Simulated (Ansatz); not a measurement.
C26N (cell with a defect)

Input

```
crystal:
  lattice:
    - [4.933065567, -4.2721600996, 0.0]
    - [-6.1663319588, -2.1360800497, 0.0]
    - [0.0, 0.0, -8.4654494173]
  atoms:
    - { symbol: "N", position: [0.7619047619, 0.8095238095, 0.75] }
    - { symbol: C, position: [0.1428571429, 0.7142857143, 0.75] }
    - { symbol: C, position: [0.7142857143, 0.5714285714, 0.75] }
    - { symbol: C, position: [0.2857142857, 0.4285714286, 0.75] }
    - { symbol: C, position: [0.8571428571, 0.2857142857, 0.75] }
    - { symbol: C, position: [0.4285714286, 0.1428571429, 0.75] }
    - { symbol: C, position: [0.0, 0.0, 0.75] }
    - { symbol: C, position: [0.5714285714, 0.8571428571, 0.25] }
    - { symbol: C, position: [0.1428571429, 0.7142857143, 0.25] }
    - { symbol: C, position: [0.7142857143, 0.5714285714, 0.25] }
    - { symbol: C, position: [0.2857142857, 0.4285714286, 0.25] }
    - { symbol: C, position: [0.8571428571, 0.2857142857, 0.25] }
    - { symbol: C, position: [0.4285714286, 0.1428571429, 0.25] }
    - { symbol: C, position: [0.0, 0.0, 0.25] }
    - { symbol: C, position: [0.3333333333, 0.6666666667, 0.75] }
    - { symbol: C, position: [0.9047619048, 0.5238095238, 0.75] }
    - { symbol: C, position: [0.4761904762, 0.380952381, 0.75] }
    - { symbol: C, position: [0.0476190476, 0.2380952381, 0.75] }
    - { symbol: C, position: [0.619047619, 0.0952380952, 0.75] }
    - { symbol: C, position: [0.1904761905, 0.9523809524, 0.75] }
    - { symbol: C, position: [0.5238095238, 0.619047619, 0.25] }
    - { symbol: C, position: [0.0952380952, 0.4761904762, 0.25] }
    - { symbol: C, position: [0.6666666667, 0.3333333333, 0.25] }
    - { symbol: C, position: [0.2380952381, 0.1904761905, 0.25] }
    - { symbol: C, position: [0.8095238095, 0.0476190476, 0.25] }
    - { symbol: C, position: [0.380952381, 0.9047619048, 0.25] }
    - { symbol: C, position: [0.9523809524, 0.7619047619, 0.25] }
basis:
  ecutwfc: 420
  xc_grid: 2
kpoints:
  mp_grid: { grid: [4, 4, 3], shift: [0.0, 0.0, 0.0] }
hamiltonian:
  xc: pbe
scf:
  occupations: { method: gaussian, width: 0.1 }
output:
  forces: true
  stress: false
  eigenvalues: true
  write_density: true
  write_potential: true
  elf: true
  volumetric_format: npy
relax:
  adjacent_minimum: "off"
  f_tol: 0.02
  max_steps: 60
```

Launched as:

```sh
ansatz run input.yaml --threads 4 --pin off --max-ram 10240MiB --backend cpu --events-out ev --progress --plain --runs-dir out
```

The fields are those of the run's last geometry, not of the input's.

Computed without spin polarisation.

Method: DFT PBE, scalar-relativistic, plane waves, PAW in Ansatz 0.2.0.

The density is the valence pseudo-density of a PAW calculation; it isn't the true density close to the nuclei.

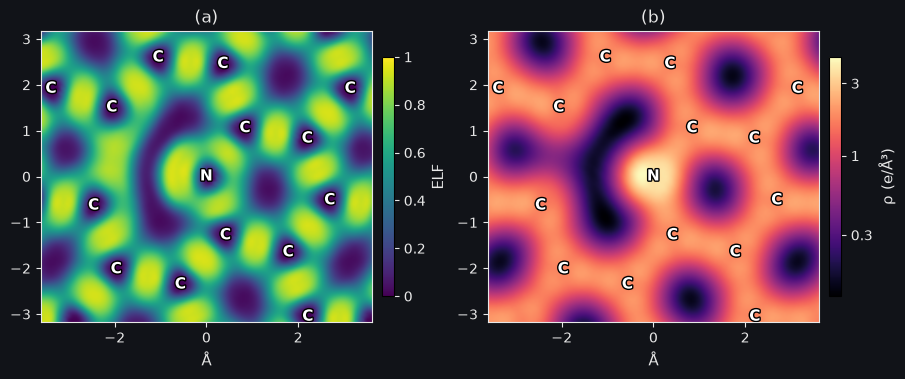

Figure 1. (a) electron localisation function; (b) valence charge density (pseudo) on the (001) plane of the calculation cell.

> What do the fields say about this system?

The plane passes through N and C nuclei.
C–N (1.35 Å): the density is about 2.4 e/Å³ at the midpoint; the ELF peaks at about 0.90 between the atoms.
C–C (1.38 Å): ρ is about 2.2 e/Å³ halfway; the ELF peaks at about 0.95 between the atoms.
C–C (1.42 Å): ρ at the midpoint is about 2.1 e/Å³; the ELF peaks at about 0.95 between the atoms.
C–C (1.47 Å): the density is about 1.8 e/Å³ at the midpoint; the ELF peaks at about 0.95 between the atoms.
Between the atoms the lowest density in this plane is 0.12 e/Å³.

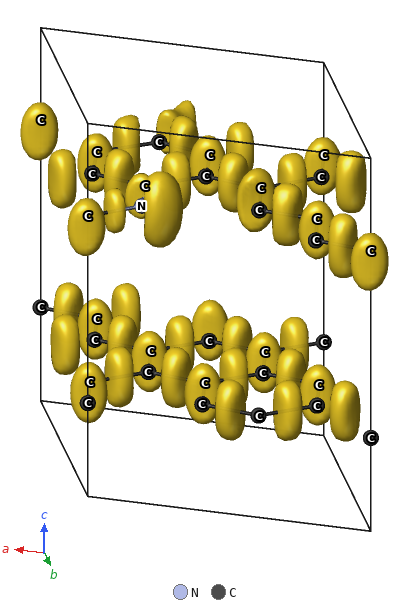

Figure 2. Isosurface of the ELF at 0.8 (yellow), seen at an oblique angle. Only the valence region is drawn (cores and ρ < 0.01 e/Å³ removed). Sticks mark near contacts.

> What do the ELF domains correspond to?

At this value the surface marks out 37 regions between bonded C–C atoms, two regions between bonded C–N atoms, one lobe on N, pointing away from the bonds (lone pairs) and one pocket between the atoms, centred on no nucleus (multi-centre or interstitial), counted in one cell of 27 atoms. Any copies at cell faces, edges or corners count once.

> Does the calculation give a band gap?

It is gapless in this calculation (a metal or semimetal).
